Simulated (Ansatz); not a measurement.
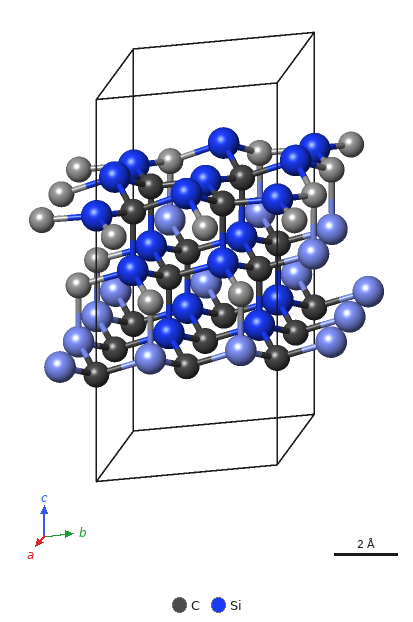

Figure 1. The structure (ball-and-stick view of the cell of the calculation, with the vacuum cut short, seen slightly off an axis; neighbours outside the cell are drawn fainter). Near neighbours in the crystal (not all of them lie inside the picture): C has 3 Si at 1.88 Å; Si has 4 C at 1.86 to 1.99 Å; C has 4 Si at 1.80 to 1.99 Å; Si has 3 C at 1.80 to 1.90 Å.

## Run report: SiC, single-point calculation (part 1 of 2)

System: SiC (slab, 24 atoms in the cell).
Method: DFT PBE+D3(BJ), scalar-relativistic, plane waves, PAW, no spin polarisation (Ansatz 0.2.0).

The structure derives from an entry of the Crystallography Open Database. It belongs to a series of runs on one base structure; here: the slab at its places in the relaxed adsorbed structure. Figures and captions count atoms from 1; the log counts them from 0 in places.

Output:
```
Engine: ansatz 0.2.0, aarch64-unknown-linux-gnu
Pseudopotentials: kind: paw
Pseudopotential: C, paw, valence charge 4, recommended cutoff 420 eV (normal), C.paw.azcp
Pseudopotential: Si, paw, valence charge 4, recommended cutoff 420 eV (normal), Si.paw.azcp
Functional definition: PBE
  parameter kappa = 0.804
  parameter beta = 0.06672455060314922
  exchange = pbe_x(kappa = kappa, mu = beta*pi^2/3)
  correlation = pbe_c(beta = beta)
Crystal: 24 atoms, lattice volume = 832.777 Å³
Basis set: ecut = 420 eV, 16315 PW (Γ), exchange–correlation on 90×90×360 points (8 copies of the dense FFT grid, shifted against one another)
Bands: 72, of which v1, the nominal top of the filled ones, is band 48 counted from 1 (47 counted from 0)
Symmetry: 1 space group operations
Space group: P1 (ITA 1), of the structure as read, at distance tolerance 9.4e-5 Å
k-points: 5 of 9 (time reversal used)
Non-local potential: C, projectors of the file, l = 0: 2, l = 1: 2, l = 2: 1
Non-local potential: Si, projectors of the file, l = 0: 2, l = 1: 2, l = 2: 2
PAW form: soft (Blöchl's): semilocal exchange-correlation on the pseudo side does not see the compensation charge
PAW one-centre angular grid: C, 110 points (default); XC on 64 Gauss nodes
PAW one-centre angular grid: Si, 110 points (default); XC on 64 Gauss nodes
Initial density: superposition of atomic densities (neutral atoms: chi_scale 0, normalization atom), corrected by the library's trained network
Initial wavefunctions: pseudopotential atomic-orbital guess
Functional: x = pbe(κ = 0.804, μ = 0.2195149727645171), c = pbe(β = 0.06672455060314922)
SCF iter   1: F=—  HF=-10635.767422 eV  |F-HF|=—  |Δ(HF+E_count)|=         —  Δρ=9.19e-3  dr2=1.10e1  ethr=1.77e-3  p=0.604 e·Å  D=1.31e-1 V/Å  ΔV_dip=-3.34 eV  dr2_dipole=4.41e0  V_vac-E_F(+/−)=4.09/7.43 eV  ⟨swp⟩=11.4  Hψ=2388  notcnv=0  defer=43
efield: sawtooth ramp at fractional position 0.9083 (placed from the atoms, in the widest stretch of the axis that holds none; the zero of the levels goes with the place), width 0.0400; the density the first Hamiltonian is built on has a dipole p = 0.604 e·Å; the dipole correction subtracts the counter field D = 1.31e-1 V/Å, which shifts the + side's vacuum level by -3.34 eV against the − side's; the planar-averaged density in the ramp window peaks in size at 2.4e-6 e/Å³
preconditioner: auto → LDOS  [insulator: Δε(μ)=0.055 eV  Ē_g=10.599 eV  σ=0.050 eV  W_gap=0.55  n_scr=92 (ndim 8)  ℏωp=12.6 eV  f_vac=0.621  D(μ)=14.75/eV (n_scr^D=80)  ε∞_Penn≈2.4  β→1.0]
SCF iter   2: F=—  HF=-10636.289165 eV  |F-HF|=—  |Δ(HF+E_count)|=   5.22e-1  Δρ=1.78e-2  dr2=4.20e1  ethr=1.77e-3  p=0.349 e·Å  D=7.58e-2 V/Å  ΔV_dip=-1.93 eV  dr2_dipole=1.59e1  V_vac-E_F(+/−)=4.93/6.86 eV  ⟨swp⟩=2.6  Hψ=457  notcnv=0  defer=77  recentre
SCF iter   3: F=—  HF=-10635.579509 eV  |F-HF|=—  |Δ(HF+E_count)|=   7.10e-1  Δρ=4.84e-3  dr2=2.89e0  ethr=1.77e-3  p=0.520 e·Å  D=1.13e-1 V/Å  ΔV_dip=-2.87 eV  dr2_dipole=1.14e0  V_vac-E_F(+/−)=4.24/7.11 eV  ⟨swp⟩=2.8  Hψ=377  notcnv=0  defer=77
SCF iter   4: F=—  HF=-10635.536236 eV  |F-HF|=—  |Δ(HF+E_count)|=   4.33e-2  Δρ=9.30e-4  dr2=3.24e-2  ethr=1.77e-3  p=0.444 e·Å  D=9.64e-2 V/Å  ΔV_dip=-2.45 eV  dr2_dipole=6.85e-3  V_vac-E_F(+/−)=4.33/6.78 eV  ⟨swp⟩=1.0  Hψ=415  notcnv=0  defer=67
SCF iter   5: F=—  HF=-10635.533862 eV  |F-HF|=—  |Δ(HF+E_count)|=   2.37e-3  Δρ=4.32e-4  dr2=6.16e-3  ethr=3.37e-5  p=0.442 e·Å  D=9.60e-2 V/Å  ΔV_dip=-2.44 eV  dr2_dipole=1.25e-3  V_vac-E_F(+/−)=4.30/6.74 eV  ⟨swp⟩=2.2  Hψ=495  notcnv=0  defer=83
SCF iter   6: F=—  HF=-10635.533887 eV  |F-HF|=—  |Δ(HF+E_count)|=   2.46e-5  Δρ=1.97e-4  dr2=1.46e-3  ethr=6.42e-6  p=0.443 e·Å  D=9.62e-2 V/Å  ΔV_dip=-2.45 eV  dr2_dipole=4.07e-4  V_vac-E_F(+/−)=4.27/6.72 eV  ⟨swp⟩=2.2  Hψ=500  notcnv=0  defer=83
SCF iter   7: F=—  HF=-10635.533859 eV  |F-HF|=—  |Δ(HF+E_count)|=   2.81e-5  Δρ=1.16e-4  dr2=8.35e-4  ethr=1.52e-6  p=0.442 e·Å  D=9.60e-2 V/Å  ΔV_dip=-2.44 eV  dr2_dipole=2.76e-4  V_vac-E_F(+/−)=4.27/6.71 eV  ⟨swp⟩=1.6  Hψ=346  notcnv=0  defer=83
SCF iter   8: F=—  HF=-10635.533846 eV  |F-HF|=—  |Δ(HF+E_count)|=   1.21e-5  Δρ=6.56e-5  dr2=1.95e-4  ethr=8.70e-7  p=0.441 e·Å  D=9.57e-2 V/Å  ΔV_dip=-2.43 eV  dr2_dipole=6.18e-5  V_vac-E_F(+/−)=4.27/6.71 eV  ⟨swp⟩=1.2  Hψ=280  notcnv=0  defer=83
SCF iter   9: F=—  HF=-10635.533848 eV  |F-HF|=—  |Δ(HF+E_count)|=   1.30e-6  Δρ=2.77e-5  dr2=1.37e-5  ethr=2.04e-7  p=0.440 e·Å  D=9.56e-2 V/Å  ΔV_dip=-2.43 eV  dr2_dipole=1.81e-6  V_vac-E_F(+/−)=4.27/6.70 eV  ⟨swp⟩=1.6  Hψ=359  notcnv=0  defer=83
SCF iter  10: F=—  HF=-10635.533925 eV  |F-HF|=—  |Δ(HF+E_count)|=   7.75e-5  Δρ=1.28e-5  dr2=2.81e-6  ethr=1.43e-8  p=0.439 e·Å  D=9.55e-2 V/Å  ΔV_dip=-2.43 eV  dr2_dipole=4.97e-7  V_vac-E_F(+/−)=4.28/6.70 eV  ⟨swp⟩=2.6  Hψ=561  notcnv=0  defer=83
SCF iter  11: F=—  HF=-10635.533926 eV  |F-HF|=—  |Δ(HF+E_count)|=   9.63e-7  Δρ=6.64e-6  dr2=6.35e-7  ethr=2.93e-9  p=0.440 e·Å  D=9.55e-2 V/Å  ΔV_dip=-2.43 eV  dr2_dipole=6.59e-8  V_vac-E_F(+/−)=4.28/6.70 eV  ⟨swp⟩=2.2  Hψ=453  notcnv=0  defer=83
SCF iter  12: F=—  HF=-10635.533927 eV  |F-HF|=—  |Δ(HF+E_count)|=   4.30e-7  Δρ=5.07e-6  dr2=7.56e-7  ethr=6.61e-10  p=0.440 e·Å  D=9.55e-2 V/Å  ΔV_dip=-2.43 eV  dr2_dipole=2.15e-7  V_vac-E_F(+/−)=4.28/6.70 eV  ⟨swp⟩=2.2  Hψ=472  notcnv=0  defer=83
SCF iter  13: F=-10635.533927 eV  HF=-10635.533927 eV  |F-HF|=1.30e-7  |Δ(HF+E_count)|=   1.99e-7  Δρ=2.65e-6  dr2=9.27e-8  ethr=1.04e-10  p=0.440 e·Å  D=9.55e-2 V/Å  ΔV_dip=-2.43 eV  dr2_dipole=1.26e-10  V_vac-E_F(+/−)=4.28/6.70 eV  ⟨swp⟩=32.8  Hψ=3226  notcnv=0
SCF 1 converged in 13 iterations: F = -10635.533927 eV  dr2 = 9.27e-8
  greatest PAW one-centre occupation: 0.666 electrons in one spin orbital (limit 2), on the C atom at site 1 (counted from 0), in its partial waves of l = 0
```

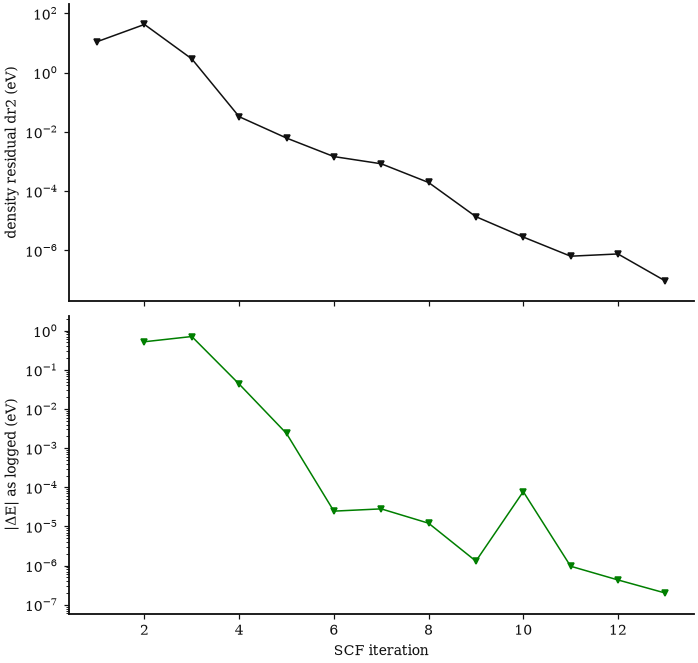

Figure 2. Convergence of the self-consistent field: density residual dr2 and size of the energy change against the SCF iteration. The residual comes down, with one marked jump up, by a factor of about 4, at step 2.

```
SCF converged after 13 iterations
Free energy (F): -10635.533927 eV
Harris-Foulkes:  -10635.533927 eV  (|F-HF|=1.30e-7)
Internal energy: -10635.521118 eV  (E = F + TS)
E sigma→0 (E₀):  -10635.527523 eV
Entropy (-TS):   -0.012809 eV (-0.534 meV/atom)
Fermi energy:    -0.745834 eV
Dipole field:    D = 0.095525 V/Å  (p = 0.439626 e·Å, saw-weighted, corrected)
Work function:   Φ+ = 4.2750 eV   Φ− = 6.7036 eV
Levels:          The Fermi level and band energies are counted from a zero that moves with the ramp; work functions are not
--- Per-component energies (eV) ---
  E_band       = -695.559949
  E_kinetic    = 1596.922379
  E_local      = -55799.910663  (includes V_loc(G=0)·N_el)
  E_nonlocal   = 628.556620
  E_hartree    = 27139.084604
  E_xc         = -1252.410499
  E_vxc        = -1293.566381  (∫ρ·V_xc dr)
  E_paw        = -7341.757649  (= ΣΔE_a)
  E_vpaw       = -106.464489  (= ΣTr[D̂ρ^β])
  E_aug_tail   = 0.000154  (compensation charges beyond the density's cutoff)
  E_efield     = 0.020998  (sawtooth field / dipole correction)
  E_vefield    = 0.751388  (∫n·V_field dr)
  E_ewald      = 24399.514536
  E_disp       = -5.541598  (pairwise vdW)
  E_smearing   = -0.012809  (= −TS)
  E_closure    = 0.000000  (closes the sum)
  Σ components = -10635.533927   (vs F -10635.533927, Δ=0.00e0)
--- Forces (eV/Å), atoms counted from 1 ---
  atom   1  C     -0.13598958     0.09174829     2.22014037
  atom   2  C      0.11505830    -0.07091770     2.13419506
  atom   3  C      0.09782083    -0.05278115     2.13268385
  atom   4  C     -0.14263984     0.06972855     2.22459087
  atom   5  Si     0.01116028    -0.00404912    -3.16921140
  atom   6  Si    -0.00832923     0.00971458    -3.19603357
  atom   7  Si    -0.01377769     0.00327738    -3.19481154
  atom   8  Si     0.00138287    -0.00316385    -3.16819773
  atom   9  C     -0.18083147     0.06111065     0.94586052
  atom  10  C      0.18221474    -0.10180686     1.08883608
  atom  11  C      0.22489087    -0.12832538     1.10732636
  atom  12  C     -0.14453959     0.12783853     0.94871813
  atom  13  Si    -0.00369256     0.00362818    -0.03211881
  atom  14  Si    -0.02860798    -0.00938581    -0.04779345
  atom  15  Si    -0.00708623     0.02895206    -0.06442469
  atom  16  Si     0.03154073    -0.02063085    -0.06847324
  atom  17  C     -0.04350940    -0.07238163     0.11207712
  atom  18  C     -0.05761569     0.03351546     0.07698692
  atom  19  C      0.02589524    -0.00721024     0.02216455
  atom  20  C      0.04344632     0.06435055     0.07676369
  atom  21  Si     0.00766195    -0.01342523    -0.10037638
  atom  22  Si    -0.01517599    -0.01548110    -0.01430929
  atom  23  Si     0.01248331     0.01610813    -0.02351762
  atom  24  Si     0.02823642    -0.01041198    -0.01097975
  max |Σ_I F_I| component: 9.61e-5 eV/Å
--- Band table (eV; the first three rows and the last of 5) ---
  k-point 0: bands = ["-17.1525", "-15.6807", "-14.0300", "-13.9004", "-13.8127", "-13.4974", "-13.1977", "-13.1256", "-13.0768", "-11.0699", "-11.0612", "-11.0529", "-10.5310", "-10.3599", "-10.0968", "-9.3243", "-9.3000", "-9.2715", "-8.9164", "-7.9988", "-7.9883", "-7.9827", "-5.7083", "-5.6835", "-5.5535", "-5.5174", "-5.2635", "-5.1628", "-4.9628", "-4.6056", "-4.5871", "-4.5791", "-4.1639", "-4.1245", "-4.0672", "-3.3308", "-3.2328", "-2.5570", "-2.5487", "-2.2118", "-2.2061", "-2.2049", "-1.8253", "-1.1337", "-1.0776", "-1.0069", "-0.7971", "-0.7764", "-0.7533", "-0.6812", "-0.6809", "0.0428", "0.8251", "0.8648", "1.0023", "2.2729", "2.3115", "2.3203", "3.2381", "3.2583", "3.2700", "3.3827", "3.4690", "4.2314", "4.4234", "4.4315", "4.7550", "4.8081", "5.1435", "5.2218", "5.2509", "5.4708"]
```
